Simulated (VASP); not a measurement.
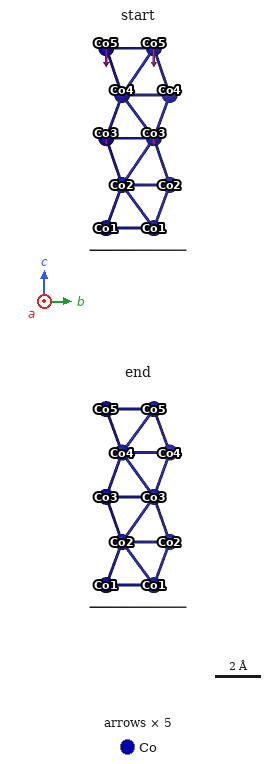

The structure of a slab of composition Co before (top) and after (bottom) a relaxation, at one scale. The purple arrows give the displacements, magnified 5 times.

Style: ball-and-stick. Shown: the 2 × 2 repeat of the cell, outlined in the plane, without the vacuum, along the a axis.

The run lets the atoms move in a fixed cell. 2 atoms are held fixed.

The calculation used VASP 6.6.1, Kohn-Sham DFT of a periodic cell, PBE with dDsC, VASP PAW PBE potentials, recommended.

The input:
```
ALGO = Normal ; DIPOL = 0.5 0.5 0.499
EDIFF = 1E-6 ; EDIFFG = -0.005
ENCUT = 520 ; GGA = PE
IBRION = 2 ; IDIPOL = 3
ISIF = 2 ; ISMEAR = 0
ISPIN = 2 ; IVDW = 4
LASPH = True ; LCHARG = False
LDIPOL = True ; LMAXMIX = 4
LORBIT = 11 ; LREAL = False
LWAVE = False ; MAGMOM = 2 2 2 2 2
NELM = 120 ; NSW = 60
PREC = Accurate ; SIGMA = 0.05
```

Command:
```bash
cat potpaw_PBE.64/Co/POTCAR > POTCAR
mpirun -np 1 vasp_std > vasp.out
```

### What changed between the two?

The run was cut off at its time limit before the relaxation converged, so the last structure is only a point on the way. After 8 geometry steps the energy has fallen by 78.0 meV per cell of the calculation. Largest force component: 0.83 eV/Å at the start, 0.17 eV/Å at the end. The atom that moves furthest is Co5 (0.17 Å along the normal (−c)). The lattice vectors keep their values. Near-neighbour distances that change, for instance: Co4–Co5 2.554 → 2.433 Å, Co2–Co3 2.554 → 2.493 Å, Co3–Co4 2.423 → 2.462 Å. It ran on 1 thread of Intel(R) Xeon(R) 6975P-C (Granite Rapids), with other jobs on the host.

Limits of the set-up: only the magnetic order of this start and cell was tried (total moment 8.5 μB per cell).
